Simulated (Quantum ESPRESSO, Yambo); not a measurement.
# Quasiparticle gap of MgI2 (1T monolayer) in Yambo, part 3 of 3

How does a plane-wave GW calculation on MgI2 (1T monolayer) run from the first input to the gap?

Quantum ESPRESSO 7.5 and Yambo 5.3.0; PBE and many-body steps on it, plane waves. Known limits of the many-body steps: not at the basis limit.

So far. Step 3 (Bands along the symmetry lines): The gap is 3.306 eV, −0.050 eV from the run before at this level. Step 4 (Empty states on the mesh, 6×6×1 mesh, 310 bands): On this mesh the gap is 3.306 eV.

**6. Screening and self-energy, 6×6×1 mesh, 310 bands, screening to 108.8 eV**

G0W0 replaces the xc potential by the self-energy, built once from these orbitals. Only a window of levels is corrected, while the sums run over the empty bands that the input names.

This step: G0W0 on PBE with spin-orbit coupling, plane waves, norm-conserving pseudopotentials.

File gw3.in:

```
HF_and_locXC
gw0
dyson
ppa
em1d
rim_cut
rim_w
RandQpts= 3000000
RandGvec= 100 RL
CUTGeo= "slab z"
RandGvecW= 9 RL
EXXRLvcs= 76 Ry
VXCRLvcs= 304 Ry
Chimod= "HARTREE"
% BndsRnXp
 1 | 310 |
%
NGsBlkXp= 8 Ry
% LongDrXp
 1 | 1 | 0 |
%
% GbndRnge
 1 | 310 |
%
DysSolver= "n"
ExtendOut
PPAPntXp= 27.21138 eV
% QPkrange
 1 | 1 | 41 | 48 |
 4 | 4 | 41 | 48 |
%
```

The run is started by

```sh
OMP_NUM_THREADS=1 mpirun -n 4 yambo -F gw3.in -J gw3 -C gw3 > gw3.log
```

The log of the run:

```text
 Yambo, version 5.3.0

 [02] CORE Variables Setup
 =========================

  [... cell, symmetries and grids as in the set-up ...]

  [02.05] Energies & Occupations
  ==============================

  [X] === General ===
  [X] Electronic Temperature                        :  0.000000  0.000000 [eV K]
  [X] Bosonic    Temperature                        :  0.000000  0.000000 [eV K]
  [X] Finite Temperature mode                       : no
  [X] El. density                                   :  0.17937E+24 [cm-3]
  [X] Fermi Level                                   : -1.322922 [eV]

  [X] === Gaps and Widths ===
  [X] Conduction Band Min                           :  3.305679 [eV]
  [X] Valence Band Max                              :  0.000000 [eV]
  [X] Filled Bands                                  :   44
  [X] Empty Bands                                   :   45  310
  [X] Direct Gap                                    :  3.625479 [eV]
  [X] Direct Gap localized at k                     :  1
  [X] Indirect Gap                                  :  3.305679 [eV]
  [X] Indirect Gap between kpts                     :   1   4
  [X] Last valence band width                       :  0.894371 [eV]
  [X] 1st conduction band width                     :  1.070770 [eV]

 [03] Transferred momenta grid and indexing
 ==========================================

 IBZ Q-points                                      :   7
 BZ  Q-points                                      :   36

 K/Q-points units:
 rlu = crystal or reduced units; cc = cartesian coordinates; iku = interal k-units

 Q [1]          [rlu]:  0.000000  0.000000  0.000000
 Q [2]          [rlu]:  0.40333E-17  0.16667       0.0000
 Q [3]          [rlu]:  0.80666E-17  0.33333       0.0000
 Q [4]          [rlu]: -0.12100E-16 -0.50000       0.0000
 Q [5]          [rlu]:  0.166667  0.166667  0.000000
 Q [6]          [rlu]:  0.166667  0.333333  0.000000
 Q [7]          [rlu]:  0.333333  0.333333  0.000000

 [04] Coloumb potential Random Integration (RIM)
 ===============================================

 Performing RIM of v_slab

  [04.01] RIM initialization
  ==========================

  * Diagonal components only detected *

  8 x (sBL volume)        :  0.033298 [a.u.]
  sBZ random points       :  3000000
  Points outside the sBZ  :  24000829
  RL volume               :  0.149843 [a.u.]
  Integrated volume       :  0.149837 [a.u.]

  [04.02] RIM integrals
  =====================

  Gamma point sphere radius             :  0.035709 [a.u.]
  Points outside the sphere             :  2398884
  [Int_sBZ(q=0) 1/q^2]*(Vol_sBZ)^(-1/3) =:  7.474062
                                 should be <:  7.795600

  Summary of Coulomb integrals for non-metallic bands |Q|[au] RIM/Bare

  Q [1] 0.100000E-4 0.958754 * Q [2] 0.152079 0.990823
  Q [5] 0.263409 1.022660 * Q [3] 0.304159 1.022159
  Q [6] 0.402364 1.017226 * Q [4] 0.456238 1.014482
  Q [7] 0.526819 1.011227
  Non-periodic chartesian directions : none
  Optical renormalization            :  30.23562 [au]
  Polarizability dimension           : length

 [05] Coloumb potential CutOffslab
 =================================

 Cut directionsZ
 Slab Cutoff:Z
 Symmetry test passed : yes

 [06] Dipoles
 ============

  [06.01] Setup: observables and procedures
  =========================================

  [WARNING] [x,Vnl] slows the Dipoles computation. To neglect it rename the ns.kb_pp file

 [07] Dynamic Dielectric Matrix (PPA)
 ====================================

 [WR./gw3//ndb.pp]---------------------------------------------------------------
  Brillouin Zone Q/K grids (IBZ/BZ)                :    7   36    7   36
  RL vectors                                       :  21779 [WF]
  Coulomb cutoff potential                         : slab z
  Electronic Temperature                           :  0.000000 [K]
  Bosonic    Temperature                           :  0.000000 [K]
  PPA    diel. fun.  energies                      : Perdew, Burke & Ernzerhof(X)+Perdew, Burke & Ernzerhof(C)
  wavefunctions                                    : Perdew, Burke & Ernzerhof(X)+Perdew, Burke & Ernzerhof(C)
  Global Gauge                                     : length
  X matrix size                                    :   675
  X band range                                     :    1  310
  X e/h energy range                               : -1.000000 -1.000000 [eV]
  X Time ordering                                  : R
  X Hxc Kernel                                     : HARTREE
  X Drude frequency                                :  0.000000  0.000000
  X poles                                          :  100.0000 [o/o]
  RL vectors in the sum                            :  21779
  [r,Vnl] included                                 : yes
  Field direction                                  :  0.707107E-5  0.707107E-5   0.00000
  BZ energy Double Grid                            : no
  BZ energy DbGd points                            : 0
  BZ Q point size factor                           : -1.000000
  X Optical Averaged directions                    : none

 [08] Local Exchange-Correlation + Non-Local Fock
 ================================================

 [VXC] Plane waves :  148115
 [EXS] Plane waves :  18431

 QP @ state[ 1 ] K range:  1  1
 QP @ state[ 1 ] b range:   41   48
 QP @ state[ 2 ] K range:   4   4
 QP @ state[ 2 ] b range:   41   48

 [xc] Functional : Perdew, Burke & Ernzerhof(X)+Perdew, Burke & Ernzerhof(C)
 [xc] LIBXC used to calculate xc functional
  PP Number of Atomic Species                      :  2
  NLCC RL compoments                               :  148115
  PP Number of Atomic Species                      :  2
  NLCC RL compoments                               :  148115

 [xc] E_xc :  -29.33054 [Ha]
      E_xc :  -58.66107 [Ry]

  Local XC kind (lXC) : Perdew, Burke & Ernzerhof(X)+Perdew, Burke & Ernzerhof(C)
  Non-Local XC kind (nlXC) : Hartree-Fock

  Corrections @ K [1] :  [eV]
 <41|nlXC|41> = -16.23378 -0.36502E-17 <41|lXC|41> = -12.52460  0.456939E-7
 <42|nlXC|42> = -16.23378 -0.23810E-17 <42|lXC|42> = -12.52460 -0.456907E-7
 <43|nlXC|43> = -16.38956  0.27979E-17 <43|lXC|43> = -12.75317 -0.468131E-7
 <44|nlXC|44> = -16.38957  0.57464E-17 <44|lXC|44> = -12.75317  0.468132E-7
 <45|nlXC|45> = -5.735306 -0.49420E-18 <45|lXC|45> = -9.170632  0.605145E-7
 <46|nlXC|46> = -5.735297  0.98273E-18 <46|lXC|46> = -9.170623 -0.273068E-6
 <47|nlXC|47> = -4.740172 -0.84952E-18 <47|lXC|47> = -8.692007 -0.497737E-7
 <48|nlXC|48> = -4.740175  0.20999E-18 <48|lXC|48> = -8.692011 -0.303247E-6

  Corrections @ K [4] :  [eV]
 <41|nlXC|41> = -16.46539  0.29631E-17 <41|lXC|41> = -12.32186  0.270252E-6
 <42|nlXC|42> = -16.46539  0.83324E-17 <42|lXC|42> = -12.32186 -0.271315E-6
 <43|nlXC|43> = -16.03934  0.99343E-17 <43|lXC|43> = -12.20028 -0.203420E-6
 <44|nlXC|44> = -16.03934  0.15164E-16 <44|lXC|44> = -12.20027  0.206858E-6
 <45|nlXC|45> = -5.578872 -0.44172E-18 <45|lXC|45> = -9.349297 -0.375494E-6
 <46|nlXC|46> = -5.578870  0.24505E-17 <46|lXC|46> = -9.349297 -0.148185E-7
 <47|nlXC|47> = -4.581574  0.32204E-18 <47|lXC|47> = -8.479824 -0.116375E-6
 <48|nlXC|48> = -4.581570  0.24518E-18 <48|lXC|48> = -8.479820  0.460448E-7

 [09] Dyson equation: Newton solver
 ==================================

  [09.01] RIM-W interpolation
  ===========================

  [WARNING] RIM-W works only for 2D semiconductors with slab cutoff
  Found compatible q grid: 2D
  q_min[ 1 ]:  0.16667      0.37797E-11   0.0000     [rlu]
   0.166667  0.083333  0.000000 [iku]
  q_min[ 2 ]:  0.40333E-17  0.16667       0.0000     [rlu]
  -0.91479E-11  0.16667       0.0000     [iku]
  G-vectors :   9
  G-vectors loaded:   61
  Number of interpolated frequencies:  2

  Evaluating coefficients q = 0
  Evaluating coefficients q = 0

  [09.02] RIM-W integrals
  =======================

  8 x (sBL volume)        :  0.033298 [a.u.]
  sBZ random points       :  3000000
  Points outside the sBZ  :  24000829
  RL volume               :  0.149843 [a.u.]
  Integrated volume       :  0.149837 [a.u.]

  [09.03] RIM integrals
  =====================

  Comparison between head Wc = W - v averages: < Wc > [au] RIM-W/RIM

   < -Wc [Q = 1] > 0.173157E-1 0.121160E-4 * < -Wc [Q = 2] > 0.003921 0.003788
   < -Wc [Q = 3] > 0.807249E-3 0.794614E-3 * < -Wc [Q = 4] > 0.289321E-3 0.286251E-3
   < -Wc [Q = 5] > 0.001151 0.001132 * < -Wc [Q = 6] > 0.406452E-3 0.402733E-3
   < -Wc [Q = 7] > 0.205132E-3 0.204286E-3

  Comparison between head Wc = W - v averages: < Wc > [au] RIM-W/RIM

   < -Wc [G = 1,G`=0] > 0.173157E-1 0.121160E-4 * < -Wc [G = 2,G`=0] >-0.001243 0.000000
   < -Wc [G = 3,G`=0] >-0.001243 0.000000 * < -Wc [G = 4,G`=0] >-0.176646E-4  0.00000
   < -Wc [G = 5,G`=0] >-0.176559E-4  0.00000 * < -Wc [G = 6,G`=0] > 0.106182E-3  0.00000
   < -Wc [G = 7,G`=0] > 0.106174E-3  0.00000 * < -Wc [G = 8,G`=0] >-0.161091E-4  0.00000
   < -Wc [G = 9,G`=0] >-0.161084E-4  0.00000

 [10] G0W0 (W PPA)
 =================

 [  GW  ] Bands range     :    1  310
 [GW/PPA] G damping       :  0.100000 [eV]

 QP @ state[ 1 ] K range:  1  1
 QP @ state[ 1 ] b range:   41   48
 QP @ state[ 2 ] K range:   4   4
 QP @ state[ 2 ] b range:   41   48

  Sc/G bands                                       :    1  310
  Sc/G damping                                     :  0.100000 ev
  Sc bands terminator                              : no
  Sx RL components                                 :  18431

  QP @ state[ 1 ] K range                          :  1  1
  QP @ state[ 1 ] b range                          :   41   48
  QP @ state[ 2 ] K range                          :   4   4
  QP @ state[ 2 ] b range                          :   41   48
  GF energies kind                                 : Perdew, Burke & Ernzerhof(X)+Perdew, Burke & Ernzerhof(C)
  GF WF`s kind                                     : Perdew, Burke & Ernzerhof(X)+Perdew, Burke & Ernzerhof(C)
  Xs energies kind                                 : Perdew, Burke & Ernzerhof(X)+Perdew, Burke & Ernzerhof(C)
  Xs WF`s kind                                     : Perdew, Burke & Ernzerhof(X)+Perdew, Burke & Ernzerhof(C)

 [14] Game Over & Game summary
```

The job ended after 38 min (4 MPI ranks of Arm Neoverse V1, shared host; peak memory 10 GiB).

This step gave:

```
G0W0 gap on the points computed              : 6.124 eV
starting gap on the mesh                     : 3.306 eV
k of the valence top                         : 0, 0, 0
k of the conduction bottom                   : 0, -0.5, 0
least direct G0W0 gap on the computed points : 6.261 eV
Z at the valence top                         : 0.8138
Z at the conduction bottom                   : 0.8302
```

The gap on the mesh goes from 3.31 eV to 6.12 eV, a correction of +2.82 eV. The start differs from the 3.36 eV found before because the two sample other k points.

Limits: finite bands, cutoff and mesh. v1 is the top filled band, c1 the lowest empty one. Levels before and after the correction, in eV, zero at the valence-band top of each column:

```csv
,conduction bottom,valence top
Kohn-Sham,3.31,0.00
G0W0,6.12,0.00
```

```csv
,level,energy (eV)
Kohn-Sham,Γ v3,-0.278
Kohn-Sham,Γ v2-v1,0.000
Kohn-Sham,Γ c1-c2,3.625
Kohn-Sham,Γ c3,4.557
Kohn-Sham,(0 -0.5 0) v3,-1.213
Kohn-Sham,(0 -0.5 0) v2-v1,-0.525
Kohn-Sham,(0 -0.5 0) c1-c2,3.306
Kohn-Sham,(0 -0.5 0) c3,5.148
G0W0,Γ v3,-0.300
G0W0,Γ v2-v1,0.000
G0W0,Γ c1-c2,6.261
G0W0,Γ c3,7.343
G0W0,(0 -0.5 0) v3,-1.349
G0W0,(0 -0.5 0) v2-v1,-0.606
G0W0,(0 -0.5 0) c1-c2,6.124
G0W0,(0 -0.5 0) c3,7.949
```

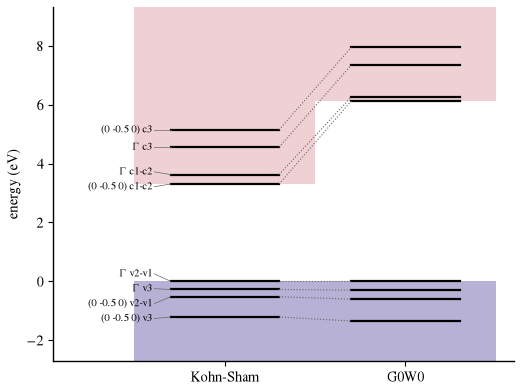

Levels before and after the correction. Shaded: valence and conduction bands.

**7. Where the time went**

Times are wall times on the hardware named with each run, good to a factor of about two.

| step | time | share | memory (GiB) |
| --- | --- | --- | --- |
| ground state | 2.4 min | 5 % | 2 |
| bands along the symmetry lines | 1.7 min | 4 % | 1.2 |
| empty states on the mesh | 7.6 min | 15 % | 4.1 |
| conversion and set-up | 5.3 s | 0 % | 0.26 |
| screening and self-energy | 38 min | 76 % | 10 |

**8. Outcome**

```
PBE gap              : 3.31 eV, indirect
G0W0 gap on the mesh : 6.12 eV
GW settings          : 6×6×1 mesh, 310 bands, screening to 108.8 eV, Godby-Needs plasmon pole
known limits         : not at the basis limit
```

G0W0 moves the gap on the mesh from 3.31 eV to 6.12 eV (+2.82 eV), with Z of 0.81 and 0.83 at the edges. Only 2 of the mesh's irreducible points were corrected, so a valley elsewhere could overtake. The dearest step here is «screening and self-energy». Bands and cutoff are finite, so the gap is not at the basis limit. The miss can reach some tenths of an eV and take either sign; the mesh is an error of its own. In the G0W0 run levels were corrected at 2 k points alone, so a gap called «on the mesh» is the least over those, and an edge elsewhere would be missed.

[Paths, hosts, dates, memory and timing lines, banners, echoed tables and standing remarks are left out of the program output.]

[Logs are printed without paths, hosts, clocks, repeated set-up lines and the standing remarks that a program may print on its own settings, such as how far it seeks lower states.]

[Runs of the session that timed out or met a known fault of the program may be left out.]

[Hosts, paths, dates, database ids (printed as entryN), source tags and the programs' standing remarks are cut or masked in the printed files.]
